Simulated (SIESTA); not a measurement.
# Ti: 7 runs along one coordinate

System: Ti (P6₃/mmc, 2 atoms in the cell).
Method: Kohn-Sham DFT of a periodic cell, PBEsol, PseudoDojo 0.4 standard, converted to PSML, no spin polarisation (SIESTA 5.4.2).

The 7 runs differ only in the geometry, by an even scaling of the cell at fixed fractional positions. The structure derives from an entry of the Crystallography Open Database.

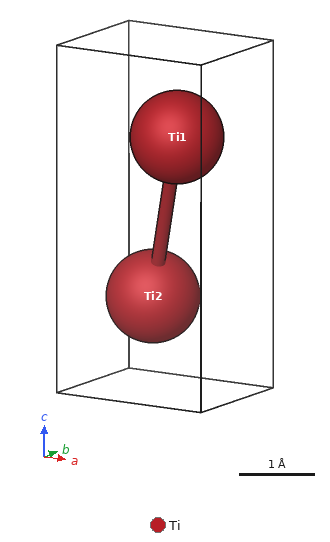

Figure 1. The structure of run 4 (ball-and-stick view of the cell of the calculation, seen slightly off an axis; atoms are numbered from 1 in the order of the input). An atom can appear more than once, as a periodic image.

## Input of run 4
```
SystemName                      Titanium
SystemLabel                     Ti
NumberOfSpecies                 1
NumberOfAtoms                   2
%block ChemicalSpeciesLabel
  1  22 Ti
%endblock ChemicalSpeciesLabel

LatticeConstant                 1.0 Ang
%block LatticeVectors
     2.9500000000     0.0000000000     0.0000000000
    -1.4750000000     2.5547749412     0.0000000000
     0.0000000000     0.0000000000     4.6800000000
%endblock LatticeVectors
AtomicCoordinatesFormat         Fractional
%block AtomicCoordinatesAndAtomicSpecies
     0.6666666667     0.3333333333     0.7500000000  1  Ti
     0.3333333333     0.6666666667     0.2500000000  1  Ti
%endblock AtomicCoordinatesAndAtomicSpecies

%block kgrid.MonkhorstPack
   10   0   0  0.0
    0  10   0  0.0
    0   0   6  0.0
%endblock kgrid.MonkhorstPack
XC.Functional                   GGA
XC.Authors                      PBEsol
PAO.BasisSize                   DZP
PAO.EnergyShift                 0.003 Ry
Mesh.Cutoff                     800 Ry
OccupationFunction              FD
ElectronicTemperature           0.05 eV
MaxSCFIterations                120
SCF.MustConverge                false
SCF.Mixer.Method                Pulay
SCF.Mixer.Weight                0.25
SCF.Mixer.History               8
SCF.DM.Tolerance                5.0e-05
SCF.H.Tolerance                 1.0e-03 eV
WriteForces                     true
Charge.Mulliken                 end
%block PAO.Basis
  Ti 5
  n=3 0 2
    3.151 0.000
  n=4 0 2
    8.703 0.000
  n=3 1 2
    3.568 0.000
  n=4 1 1
    8.703
  n=3 2 2
    6.267 0.000
%endblock PAO.Basis
```

Command:
```bash
siesta < Ti.fdf > Ti.out 2>&1
```

Run 5 differs from it as follows:
```diff
-     2.9500000000     0.0000000000     0.0000000000
-    -1.4750000000     2.5547749412     0.0000000000
-     0.0000000000     0.0000000000     4.6800000000
+     2.9695369932     0.0000000000     0.0000000000
+    -1.4847684966     2.5716944736     0.0000000000
+     0.0000000000     0.0000000000     4.7109942807
```

## Results, with one run withheld

```tsv
run	volume per atom (Å³)	free energy per atom, from the lowest run given (meV)	pressure (GPa)
1	16.577	0.45	1.47
2	16.930	0.00	−1.01
3	17.283	4.74	−3.33
4	17.636	14.58	−5.53
5	17.988	?	?
6	18.341	47.35	−9.19
7	18.694	69.46	−10.88
```

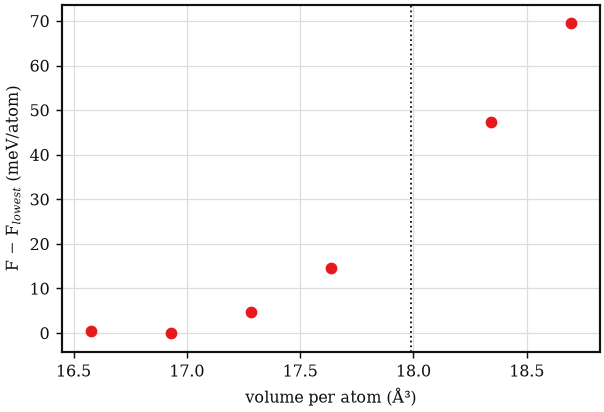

Figure 2. Free energy per atom of the runs given; the dotted line marks run 5.

Estimate the energy of run 5 from the others.

A cubic polynomial in V^(−2/3) (the Birch–Murnaghan form), fitted to the 6 runs given, misses them by at most 0.08 meV per atom. With x = V^(−2/3) − 0.14807 Å⁻², it reads F = 11.809 − 5559.2 x + 6.3137e+05 x² − 1.2241e+06 x³ (meV per atom). At run 5 it gives 28.88 meV per atom, and the run itself gives 29.00. The slope of the fit gives a pressure −dF/dV of −7.46 GPa there, and the run prints −7.49 GPa. The fit has its minimum at 16.787 Å³ per atom, where V d²F/dV² gives 121 GPa. Cell shape and fractional positions are held, so this is the stiffness under even scaling; the relaxed bulk modulus wasn't computed.

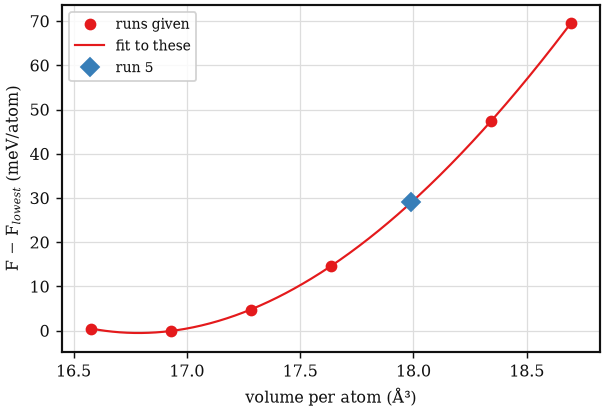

Figure 3. The fit and the withheld run.

## Some lines of the output (run 5)
```
[...]
outcell: Cell volume (Ang**3)        :     35.9766
stepf: Fermi-Dirac step function
siesta: Etot    =     -3225.723067
siesta: FreeEng =     -3225.736845
        iscf     Eharris(eV)        E_KS(eV)     FreeEng(eV)     dDmax    Ef(eV) dHmax(eV)
siesta: E_KS(eV) =            -3226.8614
siesta: E_KS - E_eggbox =     -3226.8614
siesta: Etot    =     -3226.861440
siesta: FreeEng =     -3226.881214
siesta:         Fermi =      -6.960409
siesta: Cell volume =         35.976647 Ang**3
    Orbital volume contribution        =           3.009298 eV
```

Notes: Points of doubt noted for this run: mulliken charges of long orbitals. With a small basis of atomic orbitals these values can differ much from converged plane-wave results.
